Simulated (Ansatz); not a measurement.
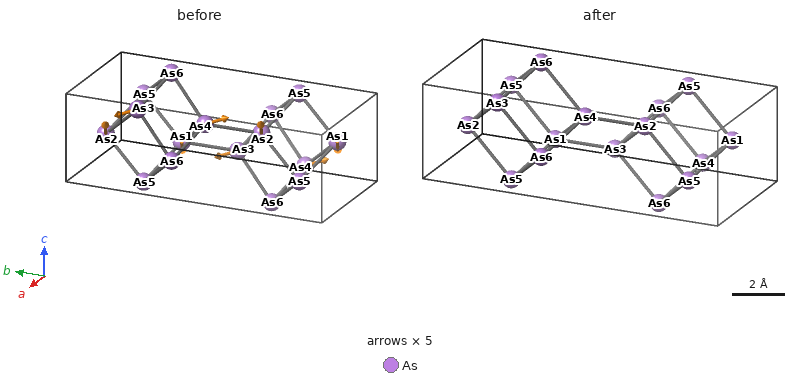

The structure of solid As (a generated structure, set up in Cmmm) (coarse preliminary run) before (left) and after (right) a relaxation, at one scale. The orange arrows give the displacements (the part carried along by the change of the cell is left out), 5 times their true length.

A ball-and-stick model of the conventional cell (2 times the calculation's cell), seen from a free direction. Lengths and directions refer to the drawn axes.

Method: DFT PBE, scalar-relativistic, plane waves, PAW (Ansatz 0.2.0). (plane-wave cutoff 420 eV; k-point mesh 4 × 4 × 6; occupations gaussian; smearing width 0.1 eV; no spin polarisation; cell and atoms relaxed; force threshold 0.04 eV/Å; at most 70 steps)

### What changed between the two?

After 7 accepted moves (9 points after the start) the energy has fallen by 4.813 eV per cell of the calculation. Largest force component: 3.9 eV/Å at the start, 0.01 eV/Å at the end. The pressure goes from 46.11 to −0.17 GPa. The SCF was repeated twice at an unchanged geometry on a basis and grid sized afresh for the cell, which shifted the energy by 33.6 meV per cell of the calculation at most. The largest moves relative to the cell, 0.24 Å, are those of As1, As2, As3 and As4. As2 goes roughly along [−3 1 0]. The drawn cell changes as follows: a 5.117 → 5.500 Å (+7.5 %), b 10.914 → 12.576 Å (+15.2 %), c 3.637 → 3.906 Å (+7.4 %); the volume changes by +33.0 %. Near-neighbour distances that change, for instance: As1–As2 3.084 → 3.735 Å, As1–As4 2.167 → 2.758 Å, As1–As2 (another image) 3.232 → 3.758 Å, As1–As5 2.384 → 2.702 Å. Bond angles that change, for instance: As3–As6–As4 80.6° → 87.4°, As6–As4–As6 99.4° → 92.6°, As1–As4–As6 94.7° → 89.9°. The space group stays Cmmm (No. 65).
